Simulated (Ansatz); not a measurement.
Consider C.

Input file:

```
crystal:
  lattice:
    - [-2.4665327884, -4.2721601082, 0.0]
    - [4.933065577, 1.0e-10, 0.0]
    - [0.0, 0.0, 8.4654495156]
  atoms:
    - { symbol: C, position: [0.5, 0.0, 0.25] }
    - { symbol: C, position: [0.5, 0.5, 0.25] }
    - { symbol: C, position: [0.0, 0.0, 0.25] }
    - { symbol: C, position: [0.0, 0.5, 0.25] }
    - { symbol: C, position: [0.5, 0.0, 0.75] }
    - { symbol: C, position: [0.5, 0.5, 0.75] }
    - { symbol: C, position: [0.0, 0.0, 0.75] }
    - { symbol: C, position: [0.0, 0.5, 0.75] }
    - { symbol: C, position: [0.1666666667, 0.8333333333, 0.25] }
    - { symbol: C, position: [0.1666666667, 0.3333333333, 0.25] }
    - { symbol: C, position: [0.6666666667, 0.8333333333, 0.25] }
    - { symbol: C, position: [0.6666666667, 0.3333333333, 0.25] }
    - { symbol: C, position: [0.3333333333, 0.1666666667, 0.75] }
    - { symbol: C, position: [0.3333333333, 0.6666666667, 0.75] }
    - { symbol: C, position: [0.8333333333, 0.1666666667, 0.75] }
    - { symbol: C, position: [0.8333333333, 0.6666666667, 0.75] }
basis:
  ecutwfc: 420
  xc_grid: 2
kpoints:
  mp_grid: { grid: [9, 9, 5], shift: [0.0, 0.0, 0.0] }
hamiltonian:
  xc: pbe
scf:
  occupations: { method: gaussian, width: 0.1 }
output:
  forces: true
  stress: true
  eigenvalues: true
  write_density: true
  write_potential: true
  elf: true
  volumetric_format: npy
```

Run with:

```sh
ansatz run input.yaml --threads 4 --pin off --max-ram 10240MiB --backend cpu --events-out ev --progress --plain --runs-dir out
```

Space group P6₃/mmc; a structure from a database of computed crystals, not necessarily the ambient phase.

Theory: Ansatz, DFT PBE, scalar-relativistic, plane waves, PAW.

Question: Predict the valence pseudo-density and electron localisation function between the atoms.

Answer: C–C (1.42 Å): the density is about 2 e/Å³ at the midpoint; the ELF peaks at about 0.95 between the atoms.

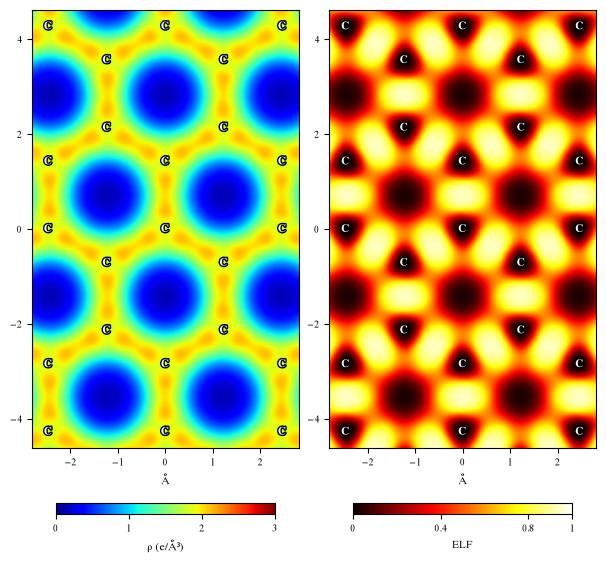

Computed valence pseudo-density and electron localisation function on the (001) plane of the calculation cell, in this order. 

Core electrons are frozen (PAW), and the valence fields are smoothed inside the atomic spheres.
